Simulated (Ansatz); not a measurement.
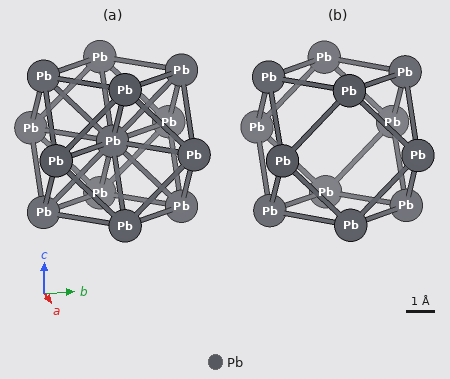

Left: perfect Pb. Right: the same region with one point defect, after relaxing the atoms in a supercell of 62 sites. A ball-and-stick model of the atoms within 3.8 Å of one point, seen slightly off an axis.

Level of theory: Ansatz 0.2.0, DFT PBE, scalar-relativistic, plane waves, PAW. Settings: plane-wave cutoff 420 eV; k-point mesh 2 × 2 × 2; occupations gaussian; smearing width 0.1 eV; no spin polarisation. The cell is small and the k-mesh coarse, so the numbers are rough. The axes drawn are those of the host's conventional cell.

**What kind of defect was made?**

A lead atom is taken out (a vacancy).

The charge state of the cell is 0.

**What does the relaxation do around it?**

Around the empty Pb site the host had 12 Pb at 3.56 Å; after relaxation the nearest atoms are 12 Pb at 3.49 to 3.53 Å. Of the host's atoms, a lead atom moves furthest from its site, by 0.08 Å. Relaxing the atoms from the host's sites lowers the energy by 0.04 eV. At a tolerance of 0.02 Å the relaxed supercell has space group R-3.
